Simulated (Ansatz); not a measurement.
Geometry relaxation, with input and output: Mo$_{14}$S$_{27}$ (part 1 of 3)

The run: geometry relaxation of Mo$_{14}$S$_{27}$ (defect cell, 41 atoms in the cell). Method and program: DFT r2SCAN, scalar-relativistic, plane waves, PAW, no spin polarisation (Ansatz 0.2.0).

The structure derives from a Materials Project entry. It belongs to a series of runs on one base structure; here: S vacancy (site f), charge +0, atoms relaxed at the host's cell. Figures and captions count atoms from 1; the log counts them from 0 in places.

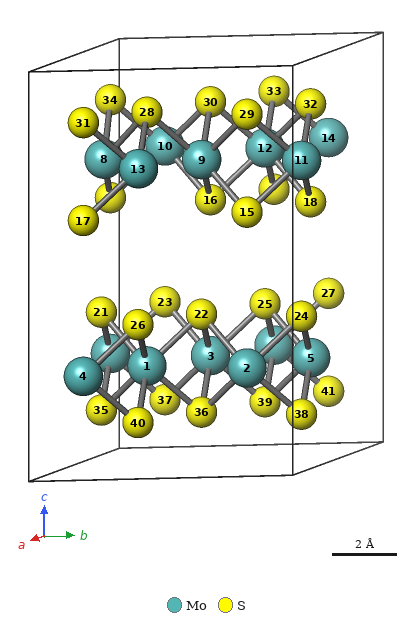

Figure 1. The structure as given in the input (ball-and-stick view of the cell of the calculation, seen slightly off an axis; atoms are numbered from 1 in the order of the input). Near neighbours in the crystal (not all of them lie inside the picture): Mo has 6 S at 2.41 Å; Mo has 5 S at 2.32 to 2.54 Å; S has 3 Mo at 2.32 to 2.54 Å.

### The input
```yaml
crystal:
  lattice:
    - [-1.5921336861, -8.2729693505, 0.0]
    - [7.9606684653, 2.7576564569, 0.0]
    - [0.0, 0.0, 12.9903970672]
  atoms:
    - { symbol: Mo, position: [0.6666666667, 0.3333333333, 0.25] }
    - { symbol: Mo, position: [0.8095238095, 0.7619047619, 0.25] }
    - { symbol: Mo, position: [0.380952381, 0.4761904762, 0.25] }
    - { symbol: Mo, position: [0.9523809524, 0.1904761905, 0.25] }
    - { symbol: Mo, position: [0.5238095238, 0.9047619048, 0.25] }
    - { symbol: Mo, position: [0.0952380952, 0.619047619, 0.25] }
    - { symbol: Mo, position: [0.2380952381, 0.0476190476, 0.25] }
    - { symbol: Mo, position: [0.4742167205, 0.1048795855, 0.7428621106] }
    - { symbol: Mo, position: [0.6141969147, 0.5227761934, 0.7466740714] }
    - { symbol: Mo, position: [0.1904761905, 0.2380952381, 0.75] }
    - { symbol: Mo, position: [0.7619047619, 0.9523809524, 0.75] }
    - { symbol: Mo, position: [0.3333333333, 0.6666666667, 0.75] }
    - { symbol: Mo, position: [0.904633126, 0.3829278008, 0.7500198212] }
    - { symbol: Mo, position: [0.0476190476, 0.8095238095, 0.75] }
    - { symbol: S, position: [0.8095238095, 0.7619047619, 0.630473945] }
    - { symbol: S, position: [0.380952381, 0.4761904762, 0.630473945] }
    - { symbol: S, position: [0.9523809524, 0.1904761905, 0.630473945] }
    - { symbol: S, position: [0.5238095238, 0.9047619048, 0.630473945] }
    - { symbol: S, position: [0.0952380952, 0.619047619, 0.630473945] }
    - { symbol: S, position: [0.2380952381, 0.0476190476, 0.630473945] }
    - { symbol: S, position: [0.4761904762, 0.0952380952, 0.369526055] }
    - { symbol: S, position: [0.619047619, 0.5238095238, 0.369526055] }
    - { symbol: S, position: [0.1904761905, 0.2380952381, 0.369526055] }
    - { symbol: S, position: [0.7619047619, 0.9523809524, 0.369526055] }
    - { symbol: S, position: [0.3333333333, 0.6666666667, 0.369526055] }
    - { symbol: S, position: [0.9047619048, 0.380952381, 0.369526055] }
    - { symbol: S, position: [0.0476190476, 0.8095238095, 0.369526055] }
    - { symbol: S, position: [0.6666666667, 0.3333333333, 0.869526055] }
    - { symbol: S, position: [0.8095238095, 0.7619047619, 0.869526055] }
    - { symbol: S, position: [0.380952381, 0.4761904762, 0.869526055] }
    - { symbol: S, position: [0.9523809524, 0.1904761905, 0.869526055] }
    - { symbol: S, position: [0.5238095238, 0.9047619048, 0.869526055] }
    - { symbol: S, position: [0.0952380952, 0.619047619, 0.869526055] }
    - { symbol: S, position: [0.2380952381, 0.0476190476, 0.869526055] }
    - { symbol: S, position: [0.4761904762, 0.0952380952, 0.130473945] }
    - { symbol: S, position: [0.619047619, 0.5238095238, 0.130473945] }
    - { symbol: S, position: [0.1904761905, 0.2380952381, 0.130473945] }
    - { symbol: S, position: [0.7619047619, 0.9523809524, 0.130473945] }
    - { symbol: S, position: [0.3333333333, 0.6666666667, 0.130473945] }
    - { symbol: S, position: [0.9047619048, 0.380952381, 0.130473945] }
    - { symbol: S, position: [0.0476190476, 0.8095238095, 0.130473945] }
  host:
    lattice:
      - [3.1842673871, 2.9e-09, 0.0]
      - [-1.592133696, 2.7576564482, 0.0]
      - [0.0, 0.0, 12.9903970672]
    atoms:
      - { symbol: Mo, position: [0.6666666667, 0.3333333333, 0.25] }
      - { symbol: Mo, position: [0.3333333333, 0.6666666667, 0.75] }
      - { symbol: S, position: [0.6666666667, 0.3333333333, 0.630473945] }
      - { symbol: S, position: [0.3333333333, 0.6666666667, 0.369526055] }
      - { symbol: S, position: [0.6666666667, 0.3333333333, 0.869526055] }
      - { symbol: S, position: [0.3333333333, 0.6666666667, 0.130473945] }
basis:
  ecutwfc: 500
  xc_grid: 3
kpoints:
  mp_grid: { grid: [2, 2, 2], shift: [0.0, 0.0, 0.0] }
hamiltonian:
  xc: r2scan
scf:
  occupations: { method: gaussian, width: 0.01 }
output:
  forces: true
  stress: false
  eigenvalues: true
  charged_corrections:
    defect_position: [0.66666667, 0.33333333, 0.63047394]
    epsilon: [[14.2195, 0.0, 0.0], [0.0, 14.2195, 0.0], [0.0, 0.0, 4.8115]]
  write_density: true
  write_potential: true
  elf: true
  volumetric_format: npy
relax:
  adjacent_minimum: "off"
  f_tol: 0.025
  max_steps: 45
```

Run as:
```bash
ansatz run input.yaml --threads 8 --pin off --max-ram 20480MiB --backend cpu --events-out ev --progress --plain --runs-dir out
```

### What the program printed
```
Engine: ansatz 0.2.0, x86_64-unknown-linux-gnu
Pseudopotentials: kind: paw
Pseudopotential: Mo, paw, valence charge 14, recommended cutoff 500 eV (meta_gga), Mo.paw.azcp
Pseudopotential: S, paw, valence charge 6, recommended cutoff 500 eV (meta_gga), S.paw.azcp
Functional definition: r2SCAN
  parameter k0 = 0.174
  parameter k1 = 0.065
  parameter a1 = 4.9479
  exchange = r2scan_x(k0 = k0, k1 = k1, a1 = a1)
  correlation = r2scan_c
Crystal: 41 atoms, lattice volume = 798.491 Å³
Basis set: ecut = 500 eV, 20291 PW (Γ), exchange–correlation on 192×192×288 points (27 copies of the dense FFT grid, shifted against one another)
Bands: 220, of which v1, the nominal top of the filled ones, is band 179 counted from 1 (178 counted from 0)
Symmetry: 1 space group operations
Space group: P1 (ITA 1), of the structure as read, at distance tolerance 9.3e-5 Å
k-points: 8
Non-local potential: Mo, projectors of the file, l = 0: 3, l = 1: 2, l = 2: 2, l = 3: 1
Non-local potential: S, projectors of the file, l = 0: 2, l = 1: 2, l = 2: 2
PAW form: soft (Blöchl's): semilocal exchange-correlation on the pseudo side does not see the compensation charge
PAW frozen core: Mo, regenerated for the run's functional (the file was generated under x = pbe(κ = 0.804, μ = 0.2195149727645171), c = pbe(β = 0.06672455060314922))
PAW frozen core: S, regenerated for the run's functional (the file was generated under x = pbe(κ = 0.804, μ = 0.2195149727645171), c = pbe(β = 0.06672455060314922))
PAW one-centre angular grid: Mo, 590 points (default); XC on 160 Gauss nodes
PAW one-centre angular grid: S, 302 points (default); XC on 160 Gauss nodes
Initial density: superposition of atomic densities (neutral atoms: chi_scale 0, normalization atom), corrected by the library's trained network
Initial wavefunctions: pseudopotential atomic-orbital guess
Functional: x = r2scan, c = r2scan; τ floored in thin density (d = 2e-4 eV/Å³)
SCF iter   1: F=—  HF=-94040.507891 eV  |F-HF|=—  |Δ(HF+E_count)|=         —  Δρ=1.01e-2  dr2=1.02e0  dr2_τ=7.00e-1  ethr=1.77e-3  ⟨swp⟩=7.6  Hψ=7538  notcnv=0  defer=51
preconditioner: auto → Resta (q_TF=auto, 2.387 Å⁻¹)  ε∞=7.6  [insulator: Δε(μ)=0.617 eV  Ē_g=8.050 eV  σ=0.010 eV  W_gap=1.00  n_scr=182 (ndim 8)  ℏωp=20.6 eV  f_vac=0.058  D(μ)=0.00/eV (n_scr^D=0)  ε∞_Penn≈7.6]
SCF iter   2: F=—  HF=-94041.026803 eV  |F-HF|=—  |Δ(HF+E_count)|=   5.19e-1  Δρ=5.11e-3  dr2=1.20e-1  dr2_τ=3.33e-2  ethr=2.86e-4  ⟨swp⟩=2.1  Hψ=2840  notcnv=0  defer=273
SCF iter   3: F=—  HF=-94041.054551 eV  |F-HF|=—  |Δ(HF+E_count)|=   2.77e-2  Δρ=2.90e-3  dr2=4.92e-2  dr2_τ=3.52e-3  ethr=3.34e-5  ⟨swp⟩=3.0  Hψ=2314  notcnv=0  defer=273
SCF iter   4: F=—  HF=-94041.076720 eV  |F-HF|=—  |Δ(HF+E_count)|=   2.22e-2  Δρ=1.71e-3  dr2=6.53e-2  dr2_τ=5.67e-3  ethr=1.37e-5  ⟨swp⟩=4.1  Hψ=2878  notcnv=0  defer=273
SCF iter   5: F=—  HF=-94041.071881 eV  |F-HF|=—  |Δ(HF+E_count)|=   4.84e-3  Δρ=4.48e-4  dr2=3.28e-3  dr2_τ=2.39e-4  ethr=1.37e-5  ⟨swp⟩=3.9  Hψ=2285  notcnv=0  defer=273
SCF iter   6: F=—  HF=-94041.073189 eV  |F-HF|=—  |Δ(HF+E_count)|=   1.31e-3  Δρ=3.37e-4  dr2=2.45e-3  dr2_τ=2.03e-4  ethr=9.18e-7  ⟨swp⟩=2.0  Hψ=2499  notcnv=0  defer=273
SCF iter   7: F=—  HF=-94041.073104 eV  |F-HF|=—  |Δ(HF+E_count)|=   8.49e-5  Δρ=1.18e-4  dr2=3.06e-4  dr2_τ=1.62e-5  ethr=6.85e-7  ⟨swp⟩=2.0  Hψ=2157  notcnv=0  defer=273
SCF iter   8: F=—  HF=-94041.073166 eV  |F-HF|=—  |Δ(HF+E_count)|=   6.18e-5  Δρ=5.79e-5  dr2=7.14e-5  dr2_τ=2.73e-6  ethr=8.54e-8  ⟨swp⟩=2.8  Hψ=2220  notcnv=0  defer=273
SCF iter   9: F=—  HF=-94041.073196 eV  |F-HF|=—  |Δ(HF+E_count)|=   3.07e-5  Δρ=7.06e-5  dr2=1.12e-4  dr2_τ=8.16e-6  ethr=2.00e-8  ⟨swp⟩=3.0  Hψ=2264  notcnv=0  defer=273
SCF iter  10: F=-94041.073187 eV  HF=-94041.073191 eV  |F-HF|=3.99e-6  |Δ(HF+E_count)|=   4.92e-6  Δρ=2.43e-5  dr2=1.20e-5  dr2_τ=9.65e-7  ethr=4.36e-9  ⟨swp⟩=15.9  Hψ=16215  notcnv=0
SCF 1 converged in 10 iterations: F = -94041.073187 eV  dr2 = 1.20e-5
  greatest PAW one-centre occupation: 0.996 electrons in one spin orbital (limit 2), on the Mo atom at site 11 (counted from 0), in its partial waves of l = 0
relax step   1: F+E_penalty+E_count = -94041.07318742 eV  Δ(F+E_penalty+E_count) = +0.000e0 eV  max|allowed force component| = 2.294e0 eV/Å  Δτ_max = 0.0000 Å  (10 SCF iters, dr2 threshold 1.56e-5 eV, accepted)
Initial density: handed on by an earlier stage of this run
Initial wavefunctions: those handed on with the density
iter 1 solved again at ethr=1.26e-4 eV; its pass at ethr=3.10e-3 eV (dr2=4.52e-1 eV) is discarded
SCF iter   1: F=—  HF=-94039.643250 eV  |F-HF|=—  |Δ(HF+E_count)|=         —  Δρ=7.57e-3  dr2=4.56e-1  dr2_τ=7.21e0  ethr=1.26e-4  ⟨swp⟩=1.6  Hψ=5961  notcnv=0  defer=252
preconditioner: auto → Resta (q_TF=auto, 2.387 Å⁻¹)  ε∞=7.6  [insulator: Δε(μ)=0.578 eV  Ē_g=8.008 eV  σ=0.010 eV  W_gap=1.00  n_scr=182 (ndim 8)  ℏωp=20.6 eV  f_vac=0.060  D(μ)=0.00/eV (n_scr^D=0)  ε∞_Penn≈7.6]
SCF iter   2: F=—  HF=-94041.294568 eV  |F-HF|=—  |Δ(HF+E_count)|=    1.65e0  Δρ=5.03e-3  dr2=1.86e-1  dr2_τ=2.09e-2  ethr=1.26e-4  ⟨swp⟩=4.4  Hψ=3037  notcnv=0  defer=255
SCF iter   3: F=—  HF=-94041.307147 eV  |F-HF|=—  |Δ(HF+E_count)|=   1.26e-2  Δρ=3.22e-3  dr2=1.26e-1  dr2_τ=1.40e-2  ethr=5.19e-5  ⟨swp⟩=4.0  Hψ=2738  notcnv=0  defer=267
SCF iter   4: F=—  HF=-94041.309034 eV  |F-HF|=—  |Δ(HF+E_count)|=   1.89e-3  Δρ=1.03e-3  dr2=1.57e-2  dr2_τ=2.94e-3  ethr=3.51e-5  ⟨swp⟩=3.4  Hψ=2375  notcnv=0  defer=269
SCF iter   5: F=—  HF=-94041.310136 eV  |F-HF|=—  |Δ(HF+E_count)|=   1.10e-3  Δρ=4.15e-4  dr2=2.25e-3  dr2_τ=3.22e-4  ethr=4.39e-6  ⟨swp⟩=3.5  Hψ=2405  notcnv=0  defer=275
SCF iter   6: F=—  HF=-94041.310327 eV  |F-HF|=—  |Δ(HF+E_count)|=   1.91e-4  Δρ=2.27e-4  dr2=8.22e-4  dr2_τ=7.60e-5  ethr=6.29e-7  ⟨swp⟩=2.0  Hψ=2340  notcnv=0  defer=272
SCF iter   7: F=—  HF=-94041.310395 eV  |F-HF|=—  |Δ(HF+E_count)|=   6.86e-5  Δρ=1.13e-4  dr2=2.30e-4  dr2_τ=2.64e-5  ethr=2.30e-7  ⟨swp⟩=2.0  Hψ=2248  notcnv=0  defer=272
SCF iter   8: F=-94041.310407 eV  HF=-94041.310425 eV  |F-HF|=1.84e-5  |Δ(HF+E_count)|=   3.02e-5  Δρ=4.89e-5  dr2=5.94e-5  dr2_τ=2.26e-6  ethr=2.79e-8  ⟨swp⟩=17.4  Hψ=17349  notcnv=0
SCF 2 converged in 8 iterations: F = -94041.310407 eV  dr2 = 5.94e-5
  greatest PAW one-centre occupation: 0.996 electrons in one spin orbital (limit 2), on the Mo atom at site 7 (counted from 0), in its partial waves of l = 0
relax step   2: F+E_penalty+E_count = -94041.31040699 eV  Δ(F+E_penalty+E_count) = -2.372e-1 eV  max|allowed force component| = 7.917e-1 eV/Å  Δτ_max = 0.1963 Å  (8 SCF iters, dr2 threshold 1.00e-4 eV, accepted)
SCF iter   1: F=—  HF=-94040.882837 eV  |F-HF|=—  |Δ(HF+E_count)|=         —  Δρ=3.62e-3  dr2=1.33e-1  dr2_τ=1.32e0  ethr=2.73e-4  ⟨swp⟩=4.0  Hψ=3781  notcnv=0  defer=275
preconditioner: auto → Resta (q_TF=auto, 2.387 Å⁻¹)  ε∞=7.6  [insulator: Δε(μ)=0.693 eV  Ē_g=7.995 eV  σ=0.010 eV  W_gap=1.00  n_scr=182 (ndim 8)  ℏωp=20.6 eV  f_vac=0.057  D(μ)=0.00/eV (n_scr^D=0)  ε∞_Penn≈7.6]
SCF iter   2: F=—  HF=-94041.455918 eV  |F-HF|=—  |Δ(HF+E_count)|=   5.73e-1  Δρ=2.62e-3  dr2=6.77e-2  dr2_τ=8.83e-3  ethr=3.71e-5  ⟨swp⟩=3.1  Hψ=3552  notcnv=0  defer=275
SCF iter   3: F=—  HF=-94041.454784 eV  |F-HF|=—  |Δ(HF+E_count)|=   1.13e-3  Δρ=1.59e-3  dr2=1.90e-2  dr2_τ=2.42e-3  ethr=1.89e-5  ⟨swp⟩=3.9  Hψ=2321  notcnv=0  defer=275
SCF iter   4: F=—  HF=-94041.458290 eV  |F-HF|=—  |Δ(HF+E_count)|=   3.51e-3  Δρ=7.98e-4  dr2=7.62e-3  dr2_τ=7.71e-4  ethr=5.31e-6  ⟨swp⟩=2.0  Hψ=2319  notcnv=0  defer=275
SCF iter   5: F=—  HF=-94041.458252 eV  |F-HF|=—  |Δ(HF+E_count)|=   3.80e-5  Δρ=2.72e-4  dr2=1.17e-3  dr2_τ=2.09e-4  ethr=2.13e-6  ⟨swp⟩=2.2  Hψ=2574  notcnv=0  defer=275
SCF iter   6: F=—  HF=-94041.458219 eV  |F-HF|=—  |Δ(HF+E_count)|=   3.30e-5  Δρ=1.31e-4  dr2=1.73e-4  dr2_τ=9.03e-6  ethr=3.26e-7  ⟨swp⟩=2.0  Hψ=2051  notcnv=0  defer=275
SCF iter   7: F=—  HF=-94041.458225 eV  |F-HF|=—  |Δ(HF+E_count)|=   5.24e-6  Δρ=7.06e-5  dr2=6.47e-5  dr2_τ=4.24e-6  ethr=4.83e-8  ⟨swp⟩=2.0  Hψ=2235  notcnv=0  defer=275
SCF iter   8: F=-94041.458221 eV  HF=-94041.458226 eV  |F-HF|=5.44e-6  |Δ(HF+E_count)|=   1.83e-6  Δρ=2.15e-5  dr2=9.68e-6  dr2_τ=7.09e-7  ethr=1.09e-8  ⟨swp⟩=17.8  Hψ=18562  notcnv=0
SCF 3 converged in 8 iterations: F = -94041.458221 eV  dr2 = 9.68e-6
  greatest PAW one-centre occupation: 0.996 electrons in one spin orbital (limit 2), on the Mo atom at site 8 (counted from 0), in its partial waves of l = 0
relax step   3: F+E_penalty+E_count = -94041.45822089 eV  Δ(F+E_penalty+E_count) = -1.478e-1 eV  max|allowed force component| = 4.332e-2 eV/Å  Δτ_max = 0.0775 Å  (8 SCF iters, dr2 threshold 3.92e-5 eV, accepted)
SCF iter   1: F=—  HF=-94041.455367 eV  |F-HF|=—  |Δ(HF+E_count)|=         —  Δρ=2.28e-4  dr2=2.81e-4  dr2_τ=5.03e-3  ethr=2.37e-6  ⟨swp⟩=2.0  Hψ=3109  notcnv=0  defer=276
preconditioner: auto → Resta (q_TF=auto, 2.387 Å⁻¹)  ε∞=7.7  [insulator: Δε(μ)=0.676 eV  Ē_g=7.989 eV  σ=0.010 eV  W_gap=1.00  n_scr=182 (ndim 8)  ℏωp=20.6 eV  f_vac=0.057  D(μ)=0.00/eV (n_scr^D=0)  ε∞_Penn≈7.7]
SCF iter   2: F=—  HF=-94041.457880 eV  |F-HF|=—  |Δ(HF+E_count)|=   2.51e-3  Δρ=1.55e-4  dr2=1.21e-4  dr2_τ=1.08e-5  ethr=7.85e-8  ⟨swp⟩=2.0  Hψ=3456  notcnv=0  defer=276
SCF iter   3: F=—  HF=-94041.457900 eV  |F-HF|=—  |Δ(HF+E_count)|=   2.03e-5  Δρ=7.97e-5  dr2=6.93e-5  dr2_τ=6.52e-6  ethr=3.38e-8  ⟨swp⟩=2.0  Hψ=2526  notcnv=0  defer=276
SCF iter   4: F=—  HF=-94041.458953 eV  |F-HF|=—  |Δ(HF+E_count)|=   1.05e-3  Δρ=3.95e-5  dr2=3.30e-5  dr2_τ=2.75e-6  ethr=1.93e-8  ⟨swp⟩=2.0  Hψ=2244  notcnv=0  defer=276
SCF iter   5: F=—  HF=-94041.458951 eV  |F-HF|=—  |Δ(HF+E_count)|=   2.27e-6  Δρ=1.39e-5  dr2=3.58e-6  dr2_τ=2.75e-7  ethr=9.23e-9  ⟨swp⟩=2.0  Hψ=2049  notcnv=0  defer=276
SCF iter   6: F=—  HF=-94041.458951 eV  |F-HF|=—  |Δ(HF+E_count)|=   2.30e-7  Δρ=6.13e-6  dr2=6.58e-7  dr2_τ=5.92e-8  ethr=9.99e-10  ⟨swp⟩=2.0  Hψ=2234  notcnv=0  defer=276
SCF iter   7: F=—  HF=-94041.458951 eV  |F-HF|=—  |Δ(HF+E_count)|=   2.49e-8  Δρ=2.93e-6  dr2=1.86e-7  dr2_τ=1.07e-8  ethr=1.84e-10  ⟨swp⟩=2.0  Hψ=2146  notcnv=0  defer=276
SCF iter   8: F=—  HF=-94041.458951 eV  |F-HF|=—  |Δ(HF+E_count)|=   9.95e-9  Δρ=2.40e-6  dr2=1.47e-7  dr2_τ=1.12e-8  ethr=2.79e-11  ⟨swp⟩=13.1  Hψ=12473  notcnv=0
SCF iter   9: F=-94041.458951 eV  HF=-94041.458951 eV  |F-HF|=1.66e-8  |Δ(HF+E_count)|=   1.25e-8  Δρ=9.32e-7  dr2=2.33e-8  dr2_τ=1.78e-9  ethr=2.79e-11  ⟨swp⟩=6.9  Hψ=10701  notcnv=0
SCF 4 converged in 9 iterations: F = -94041.458951 eV  dr2 = 2.33e-8
relax step   4: F+E_penalty+E_count = -94041.45895059 eV  Δ(F+E_penalty+E_count) = -7.297e-4 eV  max|allowed force component| = 7.587e-3 eV/Å  Δτ_max = 0.0057 Å  (9 SCF iters, accepted)
iter 1 solved again at ethr=6.49e-12 eV; its pass at ethr=3.10e-3 eV (dr2=2.32e-8 eV) is discarded
SCF iter   1: F=—  HF=-94041.458951 eV  |F-HF|=—  |Δ(HF+E_count)|=         —  Δρ=9.32e-7  dr2=2.33e-8  dr2_τ=1.78e-9  ethr=6.49e-12  ⟨swp⟩=1.0  Hψ=4880  notcnv=0
preconditioner: auto → Resta (q_TF=auto, 2.387 Å⁻¹)  ε∞=7.7  [insulator: Δε(μ)=0.677 eV  Ē_g=7.989 eV  σ=0.010 eV  W_gap=1.00  n_scr=182 (ndim 8)  ℏωp=20.6 eV  f_vac=0.057  D(μ)=0.00/eV (n_scr^D=0)  ε∞_Penn≈7.7]
SCF iter   2: F=-94041.458951 eV  HF=-94041.458951 eV  |F-HF|=9.23e-9  |Δ(HF+E_count)|=  5.82e-10  Δρ=6.79e-7  dr2=1.32e-8  dr2_τ=1.18e-9  ethr=6.49e-12  ⟨swp⟩=9.4  Hψ=10251  notcnv=0
SCF 5 converged in 2 iterations: F = -94041.458951 eV  dr2 = 1.32e-8
```

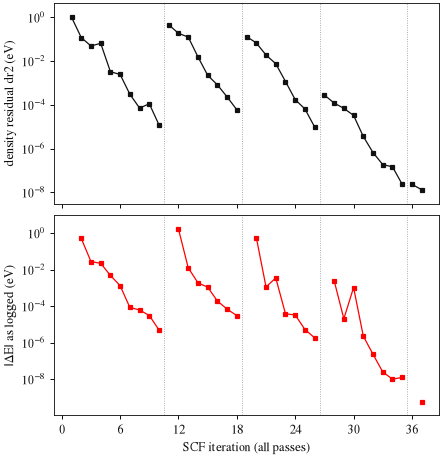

Figure 2. Convergence of the self-consistent field: density residual dr2 and size of the energy change against the SCF iteration. Dotted lines part the SCF passes that the log prints in full.
